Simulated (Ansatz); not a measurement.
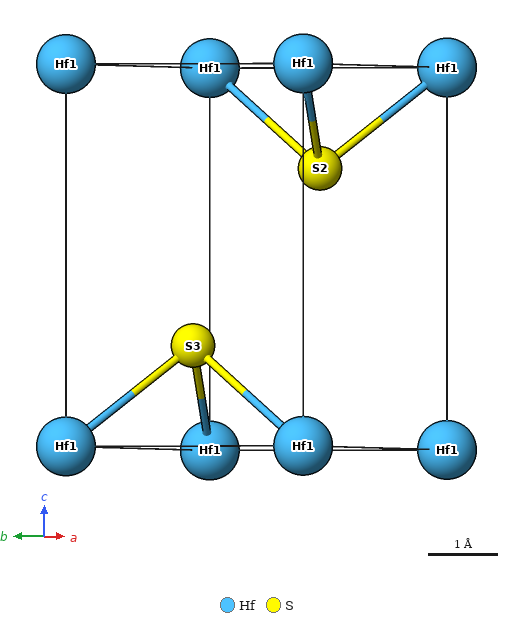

Figure 1. The structure (ball-and-stick view of the cell of the calculation, seen at an oblique angle; atoms are numbered from 1 in the order of the input).

## Two runs on HfS₂

System: HfS₂ (P-3m1, 3 atoms in the cell).
Method of the first run: DFT, PBE, dispersion d4, plane waves, PAW, no spin polarisation (Ansatz 0.2.0).

The structure derives from a Materials Project entry. Text and figures count atoms from 1; the logs count them from 0 in places.

The input, the first run:
```yaml
crystal:
  lattice:
    - [3.4976869588, 0.0, 0.0]
    - [-1.7488434794, 3.0290857608, 0.0]
    - [0.0, 0.0, 5.5972761162]
  atoms:
    - { symbol: Hf, position: [0.0, 0.0, 0.0] }
    - { symbol: S, position: [0.6666666667, 0.3333333333, 0.7331582756] }
    - { symbol: S, position: [0.3333333333, 0.6666666667, 0.2668417244] }
basis:
  ecutwfc: 420
kpoints:
  mp_grid: { grid: [12, 12, 6] }
hamiltonian:
  xc: pbe
  dispersion: d4
scf:
  occupations: { method: gaussian, width: 0.02 }
output:
  forces: true
  eigenvalues: true
  stress: true
```

Command:
```bash
ansatz run input.yaml --threads 1 --pin off --max-ram 2560MiB --backend cpu --events-out ev --progress --plain --runs-dir out
```

Hardware: 1 thread of AMD EPYC (Zen 5), 32 GiB of memory available, shared host.

Output, shortened to warnings, some set-up lines, iterations and results (the first run):
```
Basis set: ecut = 420 eV, 1117 PW (Γ), exchange–correlation on 48×48×80 points (8 copies of the dense FFT grid, shifted against one another)
Symmetry: 12 space group operations
k-points: 100 of 864
Initial density: superposition of atomic densities (neutral atoms: chi_scale 0, normalization atom), corrected by the library's trained network
[...]
SCF iter   1: F=—  HF=-17530.873229 eV  |F-HF|=—  |Δ(HF+E_count)|=         —  Δρ=1.64e-3  dr2=2.35e-3  ethr=1.77e-3  ⟨swp⟩=6.0  Hψ=10087  notcnv=0
SCF iter   2: F=—  HF=-17530.872401 eV  |F-HF|=—  |Δ(HF+E_count)|=   8.28e-4  Δρ=9.22e-4  dr2=2.59e-4  ethr=6.19e-6  ⟨swp⟩=2.2  Hψ=4766  notcnv=0
SCF iter   3: F=—  HF=-17530.872670 eV  |F-HF|=—  |Δ(HF+E_count)|=   2.70e-4  Δρ=3.96e-4  dr2=7.39e-5  ethr=6.82e-7  ⟨swp⟩=2.0  Hψ=3556  notcnv=0
SCF iter   4: F=—  HF=-17530.872677 eV  |F-HF|=—  |Δ(HF+E_count)|=   6.11e-6  Δρ=1.37e-4  dr2=1.09e-5  ethr=1.95e-7  ⟨swp⟩=2.0  Hψ=4182  notcnv=0
SCF iter   5: F=—  HF=-17530.872673 eV  |F-HF|=—  |Δ(HF+E_count)|=   3.69e-6  Δρ=4.78e-5  dr2=2.35e-6  ethr=2.87e-8  ⟨swp⟩=2.0  Hψ=4009  notcnv=0
SCF iter   6: F=—  HF=-17530.872675 eV  |F-HF|=—  |Δ(HF+E_count)|=   2.28e-6  Δρ=1.37e-5  dr2=1.83e-7  ethr=6.19e-9  ⟨swp⟩=2.0  Hψ=3712  notcnv=0
SCF iter   7: F=-17530.872675 eV  HF=-17530.872675 eV  |F-HF|=3.61e-9  |Δ(HF+E_count)|=   2.42e-7  Δρ=2.97e-6  dr2=7.21e-9  ethr=2.63e-10  ⟨swp⟩=4.4  Hψ=8387  notcnv=0
SCF 1 converged in 7 iterations: F = -17530.872675 eV  dr2 = 7.21e-9
SCF converged after 7 iterations
Free energy (F): -17530.872675 eV
Harris-Foulkes:  -17530.872675 eV  (|F-HF|=3.61e-9)
Internal energy: -17530.872675 eV  (E = F + TS)
E sigma→0 (E₀):  -17530.872675 eV
Fermi energy:    11.492479 eV
--- Per-component energies (eV) ---
  E_band       = -132.861304
  E_kinetic    = 638.998225
  E_local      = -7676.142601  (includes V_loc(G=0)·N_el)
  E_nonlocal   = -1186.291589
  E_hartree    = 3560.129954
  E_xc         = -495.830222
  E_vxc        = -443.155693  (∫ρ·V_xc dr)
  E_paw        = -8128.227067  (= ΣΔE_a)
  E_vpaw       = 1413.464650  (= ΣTr[D̂ρ^β])
  E_aug_tail   = 0.000002  (compensation charges beyond the density's cutoff)
  E_ewald      = -4242.588365
  E_disp       = -0.921012  (pairwise vdW)
  E_smearing   = -0.000000  (= −TS)
  E_closure    = -0.000000  (closes the sum)
  Σ components = -17530.872675   (vs F -17530.872675, Δ=0.00e0)
--- Forces (eV/Å), atoms counted from 1 ---
  atom   1  Hf     0.00000000     0.00000000     0.00000000
  atom   2  S      0.00000000     0.00000000     0.01675972
  atom   3  S      0.00000000    -0.00000000    -0.01675972
  max |Σ_I F_I| component: 6.57e-32 eV/Å
--- Stress (GPa, compression-positive) ---
        7.056152       0.000000       0.000000
       -0.000000       7.056152       0.000000
        0.000000       0.000000       3.476954
  P = ⅓ Tr σ = 5.8631 GPa (58.631 kbar)
```

The input of the second run differs as follows (lines with − go, lines with + come):
```diff
+  band_path: { path: [VBM, CBM], npoints: 2 }
-  dispersion: d4
+  dispersion: d3bj
+checkpoint:
+  read: start.run
+  write: ck
+  compress: false
+  write_wavefunctions: false
+  write_every: 100000
```

Predict how the results change.

The total energies belong to different models, so their difference says nothing on which is more stable or more accurate. The pressure goes from 5.86 to 5.10 GPa. On the same kind of shared host the second run took about 1.7 times as long.

Output, shortened to warnings, some set-up lines, iterations and results (the second run):
```
Basis set: ecut = 420 eV, 1117 PW (Γ), exchange–correlation on 48×48×80 points (8 copies of the dense FFT grid, shifted against one another)
Symmetry: 12 space group operations
k-points: 100 of 864
Initial density: read from a saved state, or passed on in memory by an earlier SCF of this step, an earlier step, the calling program or the single point that the run made first
[...]
SCF iter   1: F=—  HF=-17531.081367 eV  |F-HF|=—  |Δ(HF+E_count)|=         —  Δρ=3.99e-6  dr2=9.88e-9  ethr=2.65e-7  ⟨swp⟩=3.0  Hψ=16006  notcnv=0
SCF iter   2: F=—  HF=-17531.081365 eV  |F-HF|=—  |Δ(HF+E_count)|=   1.40e-6  Δρ=2.60e-6  dr2=4.26e-9  ethr=2.60e-11  ⟨swp⟩=6.6  Hψ=10519  notcnv=0
SCF iter   3: F=-17531.081365 eV  HF=-17531.081365 eV  |F-HF|=1.23e-9  |Δ(HF+E_count)|=  9.50e-10  Δρ=1.24e-6  dr2=8.14e-10  ethr=1.12e-11  ⟨swp⟩=2.0  Hψ=7289  notcnv=0
SCF 1 converged in 3 iterations: F = -17531.081365 eV  dr2 = 8.14e-10
NSCF: frozen V_eff on 34 k-points
NSCF: frozen V_eff on 34 k-points
NSCF: frozen V_eff on 34 k-points
NSCF: frozen V_eff on 34 k-points
NSCF: frozen V_eff on 22 k-points
NSCF: frozen V_eff on 11 k-points
NSCF: frozen V_eff on 11 k-points
NSCF: frozen V_eff on 11 k-points
NSCF: frozen V_eff on 11 k-points
NSCF: frozen V_eff on 7 k-points
NSCF: frozen V_eff on 3 k-points
SCF converged after 3 iterations
Free energy (F): -17531.081365 eV
Harris-Foulkes:  -17531.081365 eV  (|F-HF|=1.23e-9)
Internal energy: -17531.081365 eV  (E = F + TS)
E sigma→0 (E₀):  -17531.081365 eV
Fermi energy:    11.492457 eV
--- Per-component energies (eV) ---
  E_band       = -132.866201
  E_kinetic    = 638.998732
  E_local      = -7676.148316  (includes V_loc(G=0)·N_el)
  E_nonlocal   = -1186.293907
  E_hartree    = 3560.135236
  E_xc         = -495.830358
  E_vxc        = -443.155836  (∫ρ·V_xc dr)
  E_paw        = -8128.224687  (= ΣΔE_a)
  E_vpaw       = 1413.464123  (= ΣTr[D̂ρ^β])
  E_aug_tail   = 0.000002  (compensation charges beyond the density's cutoff)
  E_ewald      = -4242.588365
  E_disp       = -1.129702  (pairwise vdW)
  E_smearing   = -0.000000  (= −TS)
  E_closure    = -0.000000  (closes the sum)
  Σ components = -17531.081365   (vs F -17531.081365, Δ=0.00e0)
--- Forces (eV/Å), atoms counted from 1 ---
  atom   1  Hf    -0.00000000     0.00000000     0.00000000
  atom   2  S      0.00000000    -0.00000000    -0.00053181
  atom   3  S      0.00000000    -0.00000000     0.00053181
  max |Σ_I F_I| component: 9.25e-18 eV/Å
--- Stress (GPa, compression-positive) ---
        6.292877      -0.000000       0.000000
       -0.000000       6.292877       0.000000
        0.000000       0.000000       2.702576
  P = ⅓ Tr σ = 5.0961 GPa (50.961 kbar)
```

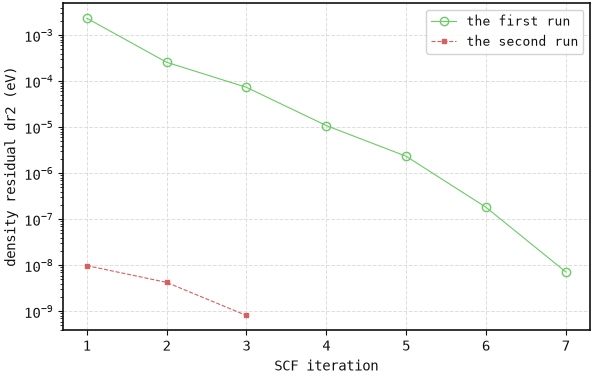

Figure 2. Convergence of the two runs: density residual dr2 against the SCF iteration. The first run takes 7 iterations in all, and the second run takes 3.

The two runs side by side:

| quantity | the first run | the second run |
| --- | --- | --- |
| outcome | converged | converged |
| free energy per atom (eV) | −5843.6242 | −5843.6938 |
| gap on the mesh (eV) | 0.38 | 0.38 |
| pressure (GPa) | 5.86 | 5.10 |
| largest force (eV/Å) | 0.017 | 0.001 |
| irreducible k-points | 100 | 100 |
| plane waves at Γ | 1117 | 1117 |
| wall time (shared host) | 2.2 s | 3.7 s |

For both runs: Spin–orbit coupling is left out, which matters for Hf.
